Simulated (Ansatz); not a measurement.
## Au: single-point calculation (part 2 of 2)

The same run, continued: Au (slab, 12 atoms in the cell); DFT PBE, scalar-relativistic, plane waves, PAW, no spin polarisation (Ansatz 0.2.0); cutoff 420 eV, 9×9×1 k-mesh, Gaussian smearing of 0.1 eV. The structure derives from an entry of the Crystallography Open Database. It belongs to a series of runs on one base structure; here: the film alone at its places in the stack.

Geometry of the input (Å; fractional positions):
```
5.5745  0.0000  0.0000
-2.7872  4.8276  0.0000
0.0000  0.0000  31.3428
Au -0.0060  0.6725  0.5925
Au 0.4915  0.6729  0.5890
Au -0.0063  0.1701  0.5892
Au 0.4961  0.1754  0.5891
Au 0.8188  0.8477  0.6772
Au 0.3189  0.8481  0.6775
Au 0.8191  0.3479  0.6776
Au 0.3189  0.3479  0.6764
Au 0.6486  0.0182  0.7633
Au 0.1487  0.0185  0.7634
Au 0.6483  0.5181  0.7635
Au 0.1487  0.5181  0.7636
```

**Output, continued**
```
  k-point 1: bands = ["-104.1790", "-104.1690", "-104.1664", "-104.1466", "-104.0641", "-104.0446", "-104.0289", "-104.0216", "-104.0213", "-104.0058", "-103.9968", "-103.9946", "-55.8089", "-55.8010", "-55.7983", "-55.6939", "-55.6922", "-55.6885", "-55.6869", "-55.6859", "-55.6641", "-55.6265", "-55.6223", "-55.6162", "-55.5623", "-55.5564", "-55.5464", "-55.5183", "-55.5155", "-55.5133", "-55.5102", "-55.5077", "-55.5038", "-55.5031", "-55.4936", "-55.4811", "-55.4509", "-55.4448", "-55.4344", "-55.4282", "-55.3550", "-55.3371", "-55.3129", "-55.3017", "-55.3012", "-55.2891", "-55.2713", "-55.2685", "-7.6050", "-6.6783", "-6.2769", "-5.6047", "-5.5476", "-5.5393", "-5.4501", "-5.3980", "-5.3904", "-5.3437", "-5.2919", "-5.2832", "-4.6368", "-4.6185", "-4.6126", "-3.9201", "-3.9130", "-3.8816", "-3.8551", "-3.8052", "-3.7624", "-3.7358", "-3.3471", "-3.2257", "-3.2137", "-3.1747", "-3.1386", "-3.0691", "-3.0530", "-2.3690", "-2.3350", "-2.2352", "-2.1764", "-2.0985", "-2.0731", "-1.9616", "-1.8863", "-1.8493", "-1.7251", "-1.6980", "-1.6558", "-1.5503", "-1.4723", "-1.4246", "-1.3218", "-1.3061", "-1.2680", "-1.1937", "-1.1691", "-1.1604", "-1.1369", "-1.0959", "-0.9924", "-0.7040", "-0.5637", "-0.5548", "-0.4355", "-0.4207", "-0.3788", "-0.3682", "-0.3557", "-0.2625", "-0.2562", "0.7011", "1.1737", "1.4309", "1.6351", "1.6838", "2.3672", "2.4208", "2.9679", "3.2781", "3.3592", "4.9793", "5.1110", "5.2218", "5.4462", "5.7134", "5.7440", "6.1030", "6.2848", "6.3151", "6.6865", "6.7317", "6.7826", "6.8839", "7.3235", "7.7968", "8.0860"]
  k-point 2: bands = ["-104.1780", "-104.1697", "-104.1664", "-104.1468", "-104.0640", "-104.0441", "-104.0288", "-104.0223", "-104.0214", "-104.0053", "-103.9970", "-103.9950", "-55.7961", "-55.7890", "-55.7782", "-55.6826", "-55.6784", "-55.6783", "-55.6696", "-55.6664", "-55.6482", "-55.6380", "-55.6339", "-55.6115", "-55.5842", "-55.5618", "-55.5440", "-55.5261", "-55.5225", "-55.5214", "-55.5188", "-55.5145", "-55.5066", "-55.4993", "-55.4942", "-55.4823", "-55.4728", "-55.4555", "-55.4503", "-55.4335", "-55.3544", "-55.3352", "-55.3134", "-55.3030", "-55.3012", "-55.2881", "-55.2720", "-55.2693", "-7.2855", "-6.3561", "-5.9712", "-5.5467", "-5.3668", "-5.2856", "-5.2771", "-5.2432", "-5.1398", "-5.1321", "-5.0186", "-5.0058", "-4.5321", "-4.5137", "-4.5009", "-3.8972", "-3.8522", "-3.8470", "-3.8141", "-3.6716", "-3.6159", "-3.5720", "-3.4851", "-3.3528", "-3.2887", "-3.1911", "-3.0051", "-2.8620", "-2.8443", "-2.5902", "-2.5419", "-2.4005", "-2.2292", "-2.1960", "-2.1713", "-2.1119", "-2.0603", "-1.9916", "-1.8717", "-1.8144", "-1.7909", "-1.7220", "-1.6268", "-1.5538", "-1.4865", "-1.4703", "-1.4429", "-1.4030", "-1.3696", "-1.3478", "-1.2374", "-1.2030", "-1.1752", "-1.1658", "-1.0393", "-1.0292", "-0.9846", "-0.6942", "-0.6736", "-0.6589", "-0.6540", "-0.5843", "-0.5705", "-0.3932", "0.0605", "1.7200", "1.7313", "1.8665", "1.9863", "2.4188", "2.4446", "3.7940", "3.8408", "5.2055", "5.4160", "5.4650", "6.3279", "6.3514", "6.3645", "6.3995", "6.5550", "7.0275", "7.1228", "7.2814", "7.4821", "7.5657", "8.0524", "8.3001", "8.3259"]
  k-point 40: bands = ["-104.1757", "-104.1710", "-104.1671", "-104.1471", "-104.0638", "-104.0430", "-104.0281", "-104.0243", "-104.0211", "-104.0031", "-103.9999", "-103.9945", "-55.7720", "-55.7560", "-55.7270", "-55.6791", "-55.6593", "-55.6572", "-55.6476", "-55.6444", "-55.6340", "-55.6290", "-55.6152", "-55.6085", "-55.6023", "-55.5772", "-55.5670", "-55.5557", "-55.5405", "-55.5299", "-55.5258", "-55.5237", "-55.5174", "-55.5143", "-55.5049", "-55.4943", "-55.4898", "-55.4790", "-55.4660", "-55.4466", "-55.3534", "-55.3312", "-55.3144", "-55.3066", "-55.3006", "-55.2843", "-55.2776", "-55.2682", "-6.4289", "-5.5489", "-5.5053", "-5.2309", "-5.1196", "-4.9595", "-4.7810", "-4.6426", "-4.4714", "-4.4498", "-4.3981", "-4.3049", "-4.2284", "-4.2132", "-4.1546", "-3.8694", "-3.8552", "-3.8136", "-3.7332", "-3.7048", "-3.5609", "-3.5062", "-3.3924", "-3.3207", "-3.3054", "-3.2552", "-3.1003", "-3.0558", "-2.9600", "-2.8993", "-2.8381", "-2.7694", "-2.6713", "-2.6340", "-2.5562", "-2.5320", "-2.4281", "-2.4121", "-2.3674", "-2.3147", "-2.2779", "-2.2442", "-2.2079", "-2.1777", "-2.0454", "-2.0199", "-1.9671", "-1.9065", "-1.7052", "-1.6758", "-1.6142", "-1.5810", "-1.5330", "-1.4089", "-1.2907", "-1.2737", "-1.2552", "-1.2256", "-1.1602", "-1.0941", "-1.0463", "-0.9369", "-0.8701", "-0.7475", "0.0730", "0.7326", "0.8911", "1.2530", "2.6249", "2.9643", "3.2664", "3.8534", "5.1862", "5.3080", "5.7304", "5.8687", "6.7140", "6.7765", "7.0684", "7.1314", "7.2760", "7.7688", "7.8373", "7.9067", "8.1375", "8.4823", "8.6483", "8.7044", "8.7663"]
```

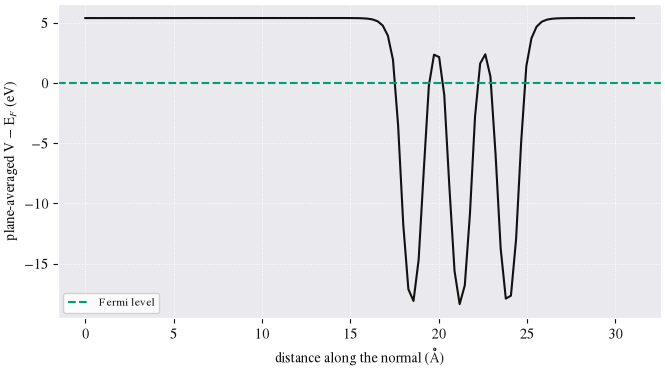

*Plane average of the electrostatic potential energy of an electron across the cell, from the Fermi level.*

The vacuum level lies 5.39 eV above the Fermi level.

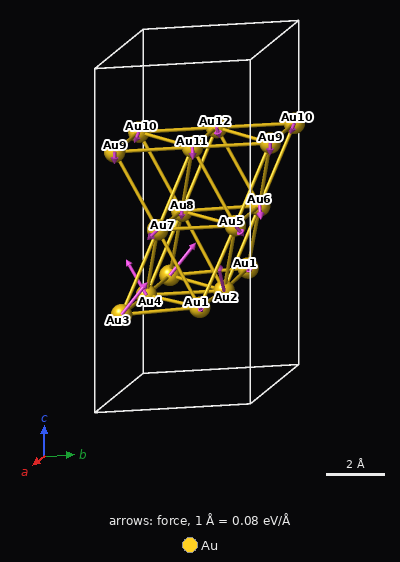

*Forces on the atoms as pink arrows (ball-and-stick view of the cell of the calculation, with the vacuum cut short, seen slightly off an axis; atoms are numbered from 1 in the order of the input).*

The largest act on Au2, Au3, Au4 (0.12 eV/Å); Au5, Au6, Au7 (0.05 eV/Å); Au9, Au10, Au11 (0.04 eV/Å). The geometry is not a stationary point of this energy.

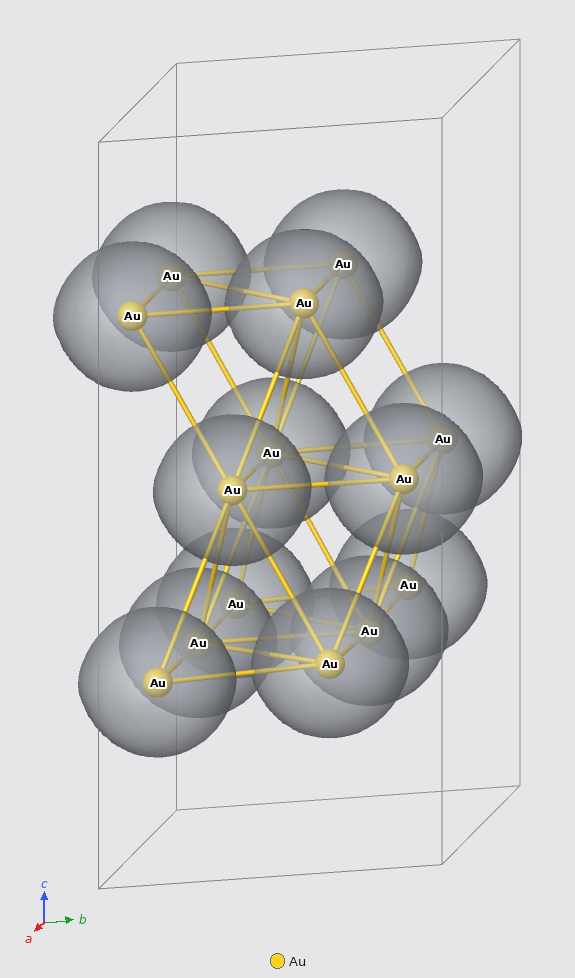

*Isosurface of the valence electron density at 0.4 e/Å³ (grey), seen slightly off an axis. Sticks mark near contacts.*

At this value the density breaks into separate islands; it holds about 85 % of the electrons treated as valence (semicore included). It is pinched off along the Au–Au (2.77 Å), Au–Au (3.09 Å), Au–Au (3.13 Å) and Au–Au (3.18 Å) contacts. On the grid the lowest density along these lines, outside the cores, is 0.34 e/Å³ (Au–Au, 2.77 Å), 0.19 e/Å³ (Au–Au, 3.09 Å), 0.18 e/Å³ (Au–Au, 3.13 Å) and 0.17 e/Å³ (Au–Au, 3.18 Å). In a PAW calculation such maps are meaningful between the atoms, not at the nuclei.

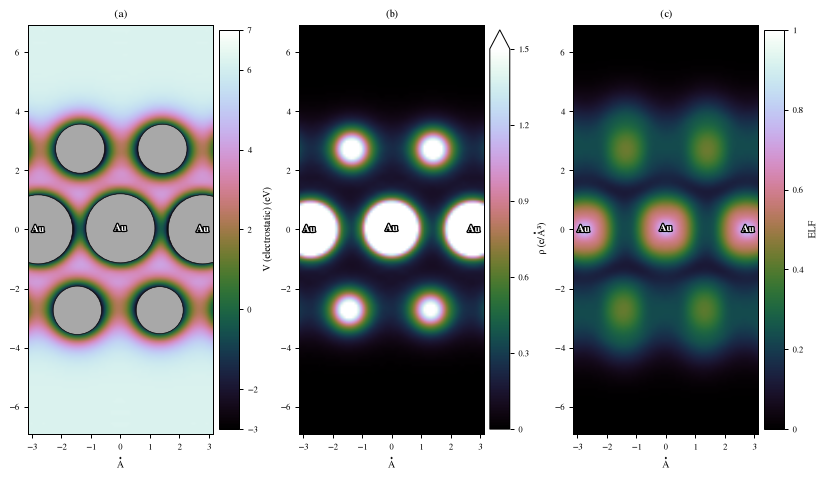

*(a) electrostatic potential (local pseudopotential plus Hartree) felt by an electron; (b) valence charge density (pseudo); (c) electron localisation function on the (100) plane of the calculation cell, a cut from vacuum to vacuum. Grey discs, where drawn, cover atomic cores.*

The section cuts through Au sites. Au–Au (2.79 Å): ρ at the midpoint is about 0.33 e/Å³; the ELF is about 0.25 at the midpoint; no localised pair between them. The density dies away to nearly zero in the vacuum. The strong features right at Au lie inside the PAW spheres (semicore, d or f shells) and say nothing about bonding.

**Results in brief**

```json
{"quantity": "outcome", "value": "converged"}
{"quantity": "electrons treated", "value": "228"}
{"quantity": "free energy", "value": "−157789.7131 eV"}
{"quantity": "work function, top face", "value": "5.39 eV"}
{"quantity": "work function, bottom face", "value": "5.40 eV"}
{"quantity": "Fermi energy", "value": "0.819 eV"}
{"quantity": "gap on the k-point mesh", "value": "none (metallic)"}
{"quantity": "work function (upper face)", "value": "5.39 eV"}
{"quantity": "largest force (length of the vector)", "value": "0.117 eV/Å"}
{"quantity": "wall time", "value": "62 s (CPU time 8.2 min)"}
{"quantity": "peak memory", "value": "5.9 GiB"}
```

**Notes**

Warnings of the run: the exchange-correlation potential is rough where the density is thin. Spin–orbit coupling is left out, which matters for Au.
